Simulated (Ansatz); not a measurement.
**A Fermi-surface study of a TiTe2 monolayer (space group of the slab cell P-3m1)**

Input

```yaml
crystal:
  lattice:
    - [3.77700089, 0.0, 0.0]
    - [-1.88850044, 3.27097872, 0.0]
    - [0.0, 0.0, 16.4153488]
  atoms:
    - { symbol: Ti, position: [0.0, 0.0, 0.5] }
    - { symbol: Te, position: [0.66666667, 0.33333333, 0.60402913] }
    - { symbol: Te, position: [0.33333333, 0.66666667, 0.39597087] }
basis:
  ecutwfc: 420
kpoints:
  mp_grid: { grid: [24, 24, 1] }
hamiltonian:
  xc: pbe
  pseudopotentials: { kind: paw }
scf:
  occupations: { method: gaussian, width: 0.05 }
output:
  forces: true
  eigenvalues: true
  eigenstates:
    nscf_kmesh: { grid: [54, 54, 1] }
    top_band: c6
    de_dk: true
    localisation: true
checkpoint:
  write: ck
  compress: false
  write_wavefunctions: false
  write_every: 100000
```

Run with:

```sh
ansatz run input.yaml --threads 1 --pin off --max-ram 3072MiB --backend cpu --events-out ev --progress --plain --runs-dir out
```

Level of theory: Ansatz 0.2.0, DFT PBE, scalar-relativistic, plane waves, PAW; levels and slopes on a dense k mesh at the converged density. No spin polarisation. Mesh 54×54×1, interpolated with the band slopes. Cell and positions as given, without relaxation.

Part 1: The sheets

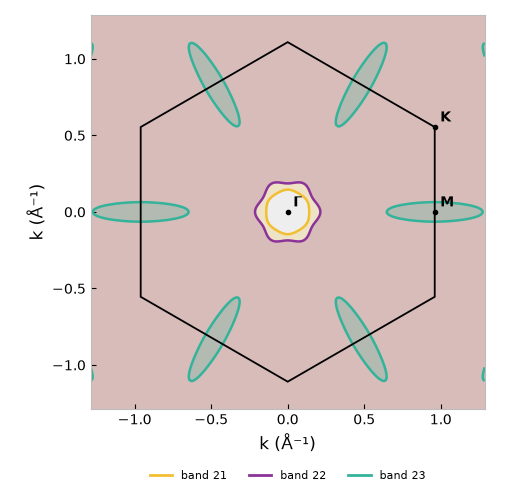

Fermi surface of this layer. Contours mark where each band crosses the level; filled states are shaded.

Q: Describe the Fermi surface sheet by sheet.

A: Three bands cross the Fermi level.

Band 21: one hole pocket centred at Γ (2.0 % of the zone).
Band 22: one hole pocket centred at Γ (3.9 % of the zone).
Band 23: three electron closed contours centred at M (each 2.0 % of the zone).

Part 2: Shifting the Fermi level

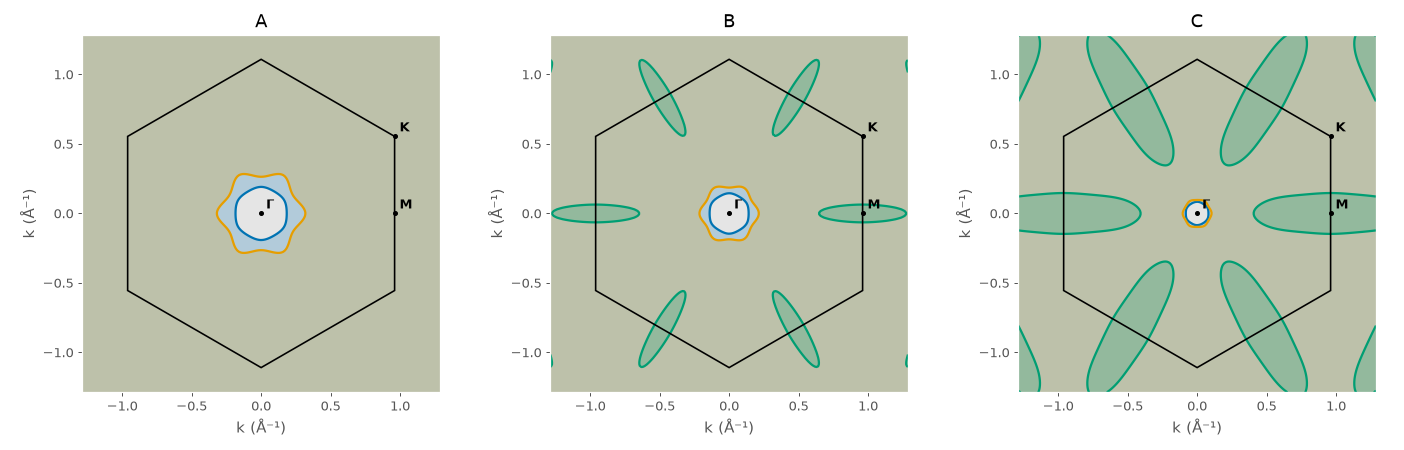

Constant-energy contours of this layer at the Fermi level, 0.25 eV below it and 0.25 eV above it, in shuffled order (rigid bands, one colour a band; states under the level are shaded).

Q: Which panel is which?

A: A lies 0.25 eV below, B is the Fermi surface and C lies 0.25 eV above: electron regions grow and hole regions shrink with energy.

Q: What does the calculation give for the electrons per cell that each shift takes, and for the density of states?

A: Lowering the level removes 0.23 electrons per primitive cell and raising it adds 0.45. The density of states goes from 0.54 through 1.6 to 2.2 states/eV.

Part 3: Cuts and bands

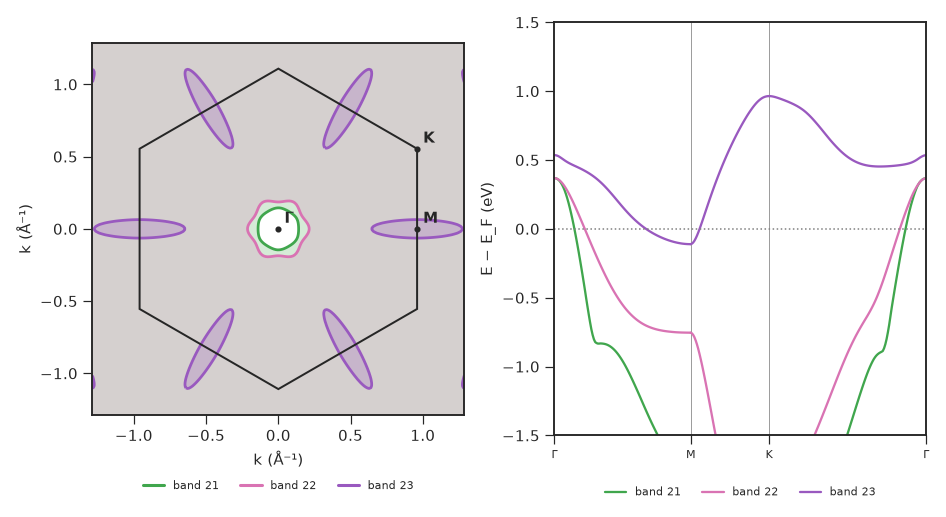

This layer: cut through the Fermi surface in the plane of the sheet, filled states shaded, and the bands that cross the Fermi level.

Q: For each band, read its level at the labelled points (eV from the Fermi level).

A:
```
   band      Γ      K      M
band 21  +0.37  below  below
band 22  +0.37  below  −0.75
band 23  +0.54  +0.96  −0.11
```

Negative values are filled states; "above" and "below" lie outside the plotted window.

Spin-orbit coupling is left out; with Te it can split, shift or remove sheets. A magnetic state wasn't tried and may lie lower. Necks and pockets thinner than about two mesh steps aren't resolved, so separate pockets may in truth be joined.

Time for the whole run: 2.7 min on 1 thread of Arm Neoverse N1, with other jobs on the host, peak memory 0.92 GiB.
